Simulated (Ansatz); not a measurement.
SnO

Input file:

```
crystal:
  lattice:
    - [2.5, -2.86, 0.0]
    - [2.5, 2.86, 0.0]
    - [0.0, 0.0, 11.12]
  atoms:
    - { symbol: Sn, position: [0.0, 0.0, 0.0] }
    - { symbol: Sn, position: [0.0, 0.0, 0.5] }
    - { symbol: Sn, position: [0.559, 0.441, 0.254] }
    - { symbol: Sn, position: [0.441, 0.559, 0.754] }
    - { symbol: O, position: [0.93, 0.43, 0.38] }
    - { symbol: O, position: [0.07, 0.57, 0.88] }
    - { symbol: O, position: [0.57, 0.07, 0.38] }
    - { symbol: O, position: [0.43, 0.93, 0.88] }
kpoints:
  mp_grid: { grid: [5, 5, 2] }
scf:
  occupations: { method: fermi_dirac, width: 0.02 }
hamiltonian:
  xc: pbe
  pseudopotentials: { kind: paw, frozen_core: stored }
output:
  forces: true
  stress: true
  populations: true
  efg: { quadrupole_moments_barn: { Sn: -0.132, O: -0.02558 } }
  write_density: true
  write_potential: true
  elf: true
  volumetric_format: npy
relax:
  f_tol: 0.02
  max_steps: 60
```

Run with:

```sh
ansatz run input.yaml --threads 1 --pin off --max-ram 3072MiB --backend cpu --events-out ev --progress --plain --runs-dir out
```

The fields are those of the relaxed geometry.

Space group Cmce; computed pressure about 2 GPa in this cell.

Level of theory: Ansatz, DFT, PBE, plane-wave PAW, default files, scalar-relativistic, frozen cores.

> What will maps of the valence pseudo-density and electron localisation function show?

Sn–O (2.24 Å): ρ is about 0.45 e/Å³ halfway; the ELF peaks at about 0.85 in the valence shell of O, 0.6 Å from its nucleus, and is about 0.20 at the midpoint: no shared electron pair shows on this line.

> Does the calculation give a band gap?

It is gapped, with a Kohn–Sham gap of 1.1 eV on the k-point mesh, an upper bound to the gap of this method.

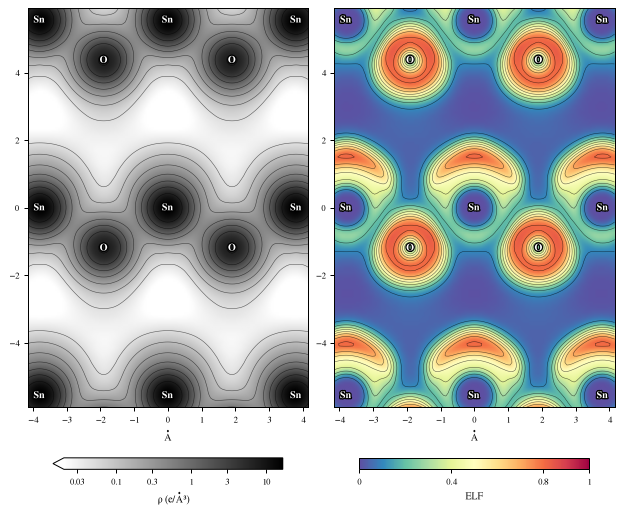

Computed valence pseudo-density and electron localisation function on the (010) plane of the calculation cell, in this order. 

The density is the valence pseudo-density of a PAW calculation; it isn't the true density close to the nuclei.
